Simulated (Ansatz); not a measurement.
Single-point calculation, with input and output: Mg32S33 (part 2 of 2)

The same run, continued: Mg32S33 (defect cell, 65 atoms in the cell); DFT, HSE06, PAW, plane waves (Ansatz 0.2.0); cutoff 420 eV, 1×1×1 k-mesh, Fermi–Dirac smearing of 0.01 eV. 

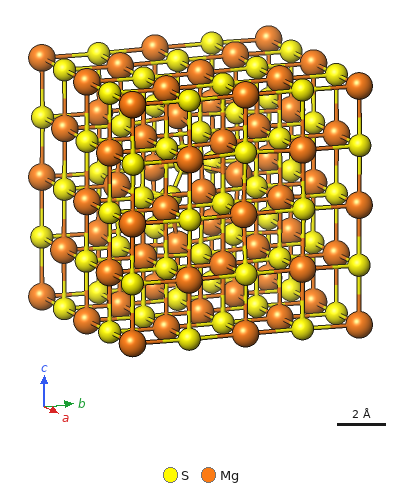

Figure 1. The structure as given in the input (ball-and-stick view of the cell of the calculation, seen slightly off an axis).

```
hybrid outer 2: dexx = +2.527e-6 eV, tail = 3.16e-7 eV, Δε = 2.31e-3 eV (about 1.07e-4 eV left of the loop's levels), ΔF = 2.47e-3 eV/Å (tail 5.42e-4)
NSCF: frozen V_eff on 1 k-points
hybrid SCF converged: 2 outer / 12 inner (+4 warm-up), last move |dexx| = 2.53e-6 eV, tail = 3.16e-7 eV
Stability not checked: this state was not tested for a lower state beside it, because the functional holds exact exchange (a hybrid, or Hartree-Fock), whose exchange loop this test does not read (fock_operator; see scf.lower_state_search)
Free energy (F): -91452.481468 eV
Harris-Foulkes:  -91452.481468 eV  (|F-HF|=1.14e-8)
Internal energy: -91452.481468 eV  (E = F + TS)
E sigma→0 (E₀):  -91452.481468 eV
Fermi energy:    8.371362 eV
--- Per-component energies (eV) ---
  E_band       = -11805.340034
  E_kinetic    = 6062.636843
  E_local      = -53081.011360  (includes V_loc(G=0)·N_el)
  E_nonlocal   = 3956.733222
  E_hartree    = 18930.579075
  E_xc         = -3387.126852
  E_vxc        = -3359.045600  (∫ρ·V_xc dr)
  E_exx        = -2029.752685  (= α·E_x^exact, valence–valence)
  E_paw        = -27974.941344  (= ΣΔE_a)
  E_vpaw       = 813.687756  (= ΣTr[D̂ρ^β])
  E_aug_tail   = -0.000054  (compensation charges beyond the density's cutoff)
  E_ewald      = -33925.401620
  E_core_change = -4.196695  (= ΣΔE_core)
  E_smearing   = -0.000000  (= −TS)
  E_closure    = 0.000001  (closes the sum)
  Σ components = -91452.481468   (vs F -91452.481468, Δ=-1.46e-11)
--- Forces (eV/Å), atoms counted from 1 ---
  atom   1  S     -0.00012022     0.00075073     0.00096454
  atom   2  S     -0.00561550    -0.00138326     0.00109147
  atom   3  S     -0.00374215     0.00254050    -0.00048668
  atom   4  S      0.24155207    -0.18924077    -0.25298060
  atom   5  S     -0.00111896     0.00088278    -0.00256740
  atom   6  S      0.00608333    -0.00657036     0.00207282
  atom   7  S      0.00021784    -0.00111144     0.00367474
  atom   8  S      0.00205914     0.00517476    -0.00013613
  atom   9  S     -0.00954519    -0.00319984    -0.00093986
  atom  10  S     -0.00829121    -0.00283540     0.00096305
  atom  11  S     -0.00267120     0.00190010     0.00333592
  atom  12  S     -0.04359881     0.04603865    -0.01491688
  atom  13  S      0.00405159    -0.00265701    -0.00347360
  atom  14  S      0.04169828    -0.04494297     0.01196904
  atom  15  S      0.01055366     0.00425988     0.00077809
  atom  16  S      0.00704395     0.00605639     0.00180257
  atom  17  S     -0.00371038     0.00180112    -0.00157133
  atom  18  S     -0.00105072     0.00094162    -0.00343536
  atom  19  S     -0.00361863    -0.00391481    -0.00127909
  atom  20  S     -0.05973114    -0.01253420     0.06357909
  atom  21  S     -0.00036242    -0.00152984     0.00127195
  atom  22  S      0.00518941    -0.00410500     0.00398759
  atom  23  S      0.05557301     0.01820350    -0.06757421
  atom  24  S      0.00879859    -0.00053829     0.00911171
  atom  25  S     -0.00751081    -0.04303416    -0.04948007
  atom  26  S      0.00240095    -0.01164833     0.01218824
  atom  27  S      0.00112678     0.00677510    -0.00678907
  atom  28  S      0.00566653     0.04378158     0.05150641
  atom  29  S      0.00411897     0.00178678    -0.00126399
  atom  30  S      0.00057260     0.00147942     0.00653975
  atom  31  S     -0.00326154    -0.00051068    -0.00460042
  atom  32  S     -0.00317283    -0.00058220    -0.00198228
  atom  33  S     -0.25071967     0.19340665     0.25482816
  atom  34  Mg    -0.00360460    -0.00029071    -0.00166961
  atom  35  Mg    -0.01398169    -0.01843186    -0.00324431
  atom  36  Mg    -0.01599992     0.00019894    -0.02328795
  atom  37  Mg     0.00209096    -0.00041398     0.01214127
  atom  38  Mg     0.00355649    -0.00332668     0.00038288
  atom  39  Mg     0.01172632     0.01943949     0.00100077
  atom  40  Mg     0.01357253    -0.00037155     0.02244229
  atom  41  Mg    -0.00149722    -0.00736319    -0.00996241
  atom  42  Mg    -0.00099109    -0.01425543     0.02106886
  atom  43  Mg     0.01488200     0.01027164    -0.00951074
  atom  44  Mg     0.00077461     0.01597823    -0.02089610
  atom  45  Mg    -0.00689553    -0.00907829     0.01168505
  atom  46  Mg     0.00410861    -0.00311890     0.00063890
  atom  47  Mg    -0.02008592    -0.01389637     0.00177153
  atom  48  Mg    -0.00003376     0.00348893    -0.00070292
  atom  49  Mg     0.02120859     0.01556846    -0.00401248
  atom  50  Mg     0.00374453     0.02220019    -0.01321296
  atom  51  Mg     0.00019001    -0.01678654     0.01090734
  atom  52  Mg     0.00584206    -0.00218649    -0.00548178
  atom  53  Mg    -0.00624896     0.00241593    -0.00426386
  atom  54  Mg    -0.00126331     0.00147021    -0.00971250
  atom  55  Mg    -0.00137427     0.00123887     0.00586429
  atom  56  Mg    -0.02372138    -0.00415099    -0.01502772
  atom  57  Mg     0.02007782     0.00079516     0.01383891
  atom  58  Mg     0.00701466    -0.00576238    -0.00823973
  atom  59  Mg    -0.00314004     0.00481747     0.00859270
  atom  60  Mg    -0.00618553     0.00791150     0.00076115
  atom  61  Mg     0.00147399    -0.00297542     0.00244634
  atom  62  Mg    -0.00151650     0.00159739    -0.00184053
  atom  63  Mg     0.00683231    -0.00828413     0.00008426
  atom  64  Mg     0.00497849    -0.00735374    -0.00836917
  atom  65  Mg    -0.00401632     0.00508473     0.00943825
  max |Σ_I F_I| component: 3.83e-4 eV/Å
--- Band table (eV) ---
  k-point 0: bands = ["-73.5419", "-73.5412", "-73.5407", "-73.5400", "-73.5388", "-73.5386", "-73.5307", "-73.5305", "-73.5282", "-73.5269", ... 114 levels left out ..., "-38.2723", "-38.2690", "-38.2657", "-38.2626", "-10.1041", "-7.8300", "-7.5201", "-7.5008", "-7.3520", "-7.1450", "-7.1363", "-6.9828", "-6.8812", "-6.8508", "-6.8176", "-6.6813", "-6.6390", "-6.6322", "-6.5728", "-6.5686", "-6.5290", "-6.5033", "-6.5023", "-6.4645", "-6.3656", "-6.3356", "-6.3128", "-6.2509", "-6.1882",
      "-6.1736", "-6.1699", "-6.1566", "-6.1426", "-6.1262", "-6.0728", "-6.0600", "-5.0939", "0.4434", "0.5981", "0.6767", "0.9762", "1.0681", "1.2396", "1.3787", "1.4295", "1.4467", "1.5417", "1.5661", "1.5687", "1.6421", "1.6624", "1.7089", "1.7466", "1.7675", "1.7831", "1.8225", "1.8462", "1.8613", "1.9953", "2.1471", "2.2583", "2.2591", "2.3040", "2.3064", "2.4846", "2.5591", "2.7057", "2.7061", "2.7444",
      "2.8759", "2.9569", "2.9901", "3.0061", "3.1627", "3.3629", "3.3840", "3.4507", "3.5396", "3.5828", "3.5962", "3.6235", "3.6712", "3.7317", "3.7777", "3.7969", "3.8388", "3.9310", "3.9908", "4.0203", "4.0237", "4.0444", "4.1925", "4.2005", "4.2154", "4.3114", "4.3209", "4.3666", "4.3752", "4.5383", "4.5807", "4.6080", "4.6323", "4.6423", "4.6472", "4.6850", "4.6991", "4.7499", "4.8148", "4.8255",
      "4.8565", "4.8746", "4.8998", "4.9057", "4.9584", "4.9818", "5.0073", "5.0747", "5.0894", "5.1181", "5.1704", "5.2816", "5.3237", "5.3426", "5.3747", "5.4030", "5.4527", "5.4579", "5.5033", "5.5730", "5.6608", "5.6805", "5.9032", "5.9110", "6.0786", "6.2413", "10.5014", "10.6232", "10.7062", "10.9162", "11.5929", "11.6464", "11.6872", "11.7168", "11.7659", "11.8131", "11.8374", "11.8495", "11.8578", "11.8910",
      "11.9064", "12.0034", "12.0135", "12.0578", "12.1021", "12.1587", "12.1817", "12.2788", "12.4667", "12.5315", "12.6047", "12.6320", "12.6650", "12.6946", "12.7111", "12.7152", "12.7793", "12.7865", "12.8355", "12.8488", "12.8639", "13.0912", "13.1684", "13.2378", "13.4044", "13.4382", "13.4794", "13.5027", "13.5124", "13.5164", "13.5414", "13.7213", "13.7277", "13.8098", "13.9019", "13.9031", "13.9906", "13.9934", "14.0560", "14.0747",
      "14.1642", "14.2884", "14.3648", "14.3702", "14.4094", "14.4334", "14.4852", "14.5424", "14.5996", "14.6205", "14.6503"]
--- Löwdin populations: 65 sites ---
  site symbol       q [e]
     0      S      7.3338
     1      S      7.3247
     2      S      7.3246
     3      S      6.6140
     4      S      7.3281
     5      S      7.3277
     6      S      7.3275
     7      S      7.3248
     8      S      7.3284
     9      S      7.3228
    10      S      7.3280
    11      S      7.3194
    12      S      7.3280
    13      S      7.3192
    14      S      7.3284
    15      S      7.3228
    16      S      7.3285
    17      S      7.3280
    18      S      7.3229
    19      S      7.3179
    20      S      7.3280
    21      S      7.3285
    22      S      7.3179
    23      S      7.3229
    24      S      7.3299
    25      S      7.3216
    26      S      7.3216
    27      S      7.3298
    28      S      7.3279
    29      S      7.3287
    30      S      7.3287
    31      S      7.3278
    32      S      6.6136
    33     Mg      8.5317
    34     Mg      8.5333
    35     Mg      8.5333
    36     Mg      8.5287
    37     Mg      8.5317
    38     Mg      8.5332
    39     Mg      8.5333
    40     Mg      8.5287
    41     Mg      8.5313
    42     Mg      8.5273
    43     Mg      8.5313
    44     Mg      8.5274
    45     Mg      8.5321
    46     Mg      8.5332
    47     Mg      8.5321
    48     Mg      8.5333
    49     Mg      8.5313
    50     Mg      8.5313
    51     Mg      8.5274
    52     Mg      8.5274
    53     Mg      8.5321
    54     Mg      8.5322
    55     Mg      8.5333
    56     Mg      8.5334
    57     Mg      8.5317
    58     Mg      8.5319
    59     Mg      8.5319
    60     Mg      8.5342
    61     Mg      8.5342
    62     Mg      8.5319
    63     Mg      8.5319
    64     Mg      8.5317
  spilling = 0.009004 (of n_electrons = 518.000000)
```

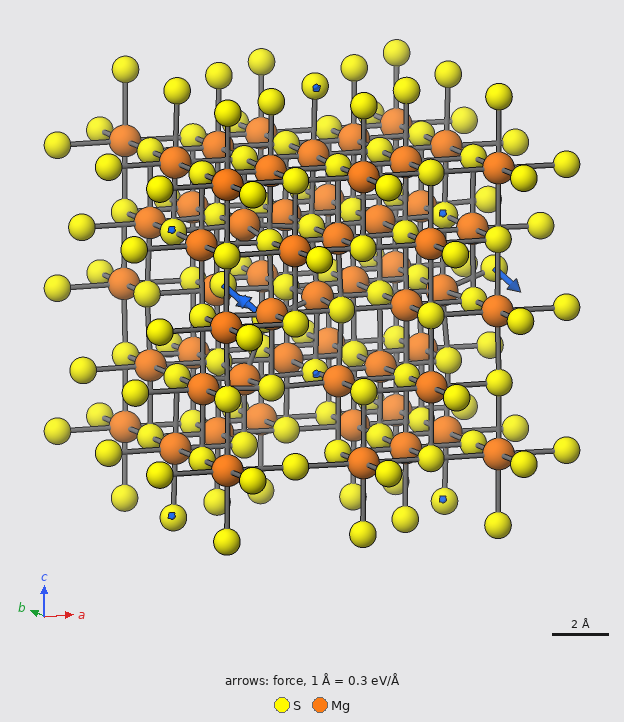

Figure 2. Forces on the atoms as blue arrows (ball-and-stick view of the cell of the calculation, seen slightly off an axis; bonded neighbours outside the cell are drawn too); the smallest are left out. The largest act on S33 (0.41 eV/Å); S4 (0.40 eV/Å). Atoms are counted from 1 in the order of the input and aren't labelled in the picture. 

**Results in brief**

```tsv
quantity	value
outcome	converged
electrons treated	518
free energy	−91452.4815 eV
Fermi energy	8.371 eV
largest force (length of the vector)	0.406 eV/Å
wall time	10 min (CPU time 57 min)
peak memory	5.8 GiB
```

**Notes**

The k-point mesh is coarse for a cell of this size, so the results may not be converged.
